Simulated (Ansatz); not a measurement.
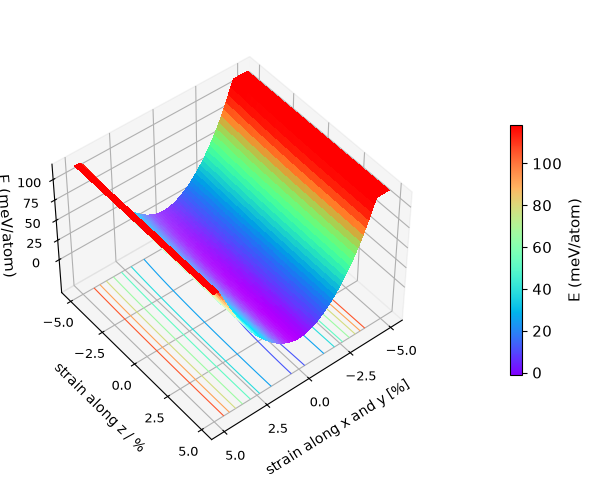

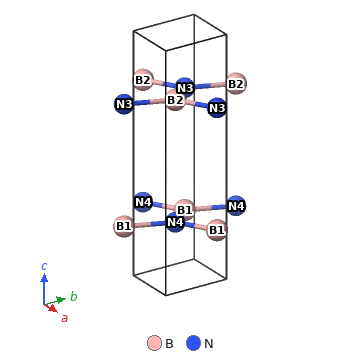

Energy landscape of BN (P6_3/mmc, No. 194; 4 atoms in the cell). The cell is strained homogeneously, by one strain along x and y and another along z, with fractional coordinates fixed (x along [1 0 0], z along [0 0 1] of the conventional cell). Coordinates scanned: (1) strain along x and y; (2) strain along z. Grid: 5 × 5 points. Points are written as (first, second). Energies: meV/atom, counted from the unstrained cell. The reference cell is the one listed in the database, not relaxed at this level. All numbers below come from Ansatz 0.2.0, DFT PBEsol, scalar-relativistic, plane waves, PAW. Settings: cutoff 420 eV, k-mesh 12×12×4 in the order of the run's cell vectors, gaussian smearing 0.05 eV, no spin polarisation.

Drawn: a relief with its contours projected below, any walls above the top of the colour scale cut off. Between grid points the surface is interpolated. The second picture is the reference structure.

What does the map say about the system?

Answer. The lowest grid point is at (0.0 %, 5.0 %), −1.1 meV/atom from the unstrained cell. It lies at the edge of the scanned range, so the true minimum may lie outside. The highest grid point, (−5.0 %, −5.0 %), lies 181 meV/atom above the lowest. The gap on the k-mesh is 4.3 eV at the lowest point and runs from 3.8 to 4.5 eV over the map.

The values on the grid:

| strain along z ↓, strain along x and y → | −5.0 | −2.5 | 0.0 | 2.5 | 5.0 |
| --- | --- | --- | --- | --- | --- |
| 5.0 | 173 | 40 | −1 | 34 | 132 |
| 2.5 | 174 | 40 | −1 | 34 | 132 |
| 0.0 | 175 | 41 | 0 | 35 | 133 |
| −2.5 | 177 | 43 | 2 | 36 | 134 |
| −5.0 | 180 | 46 | 4 | 39 | 136 |
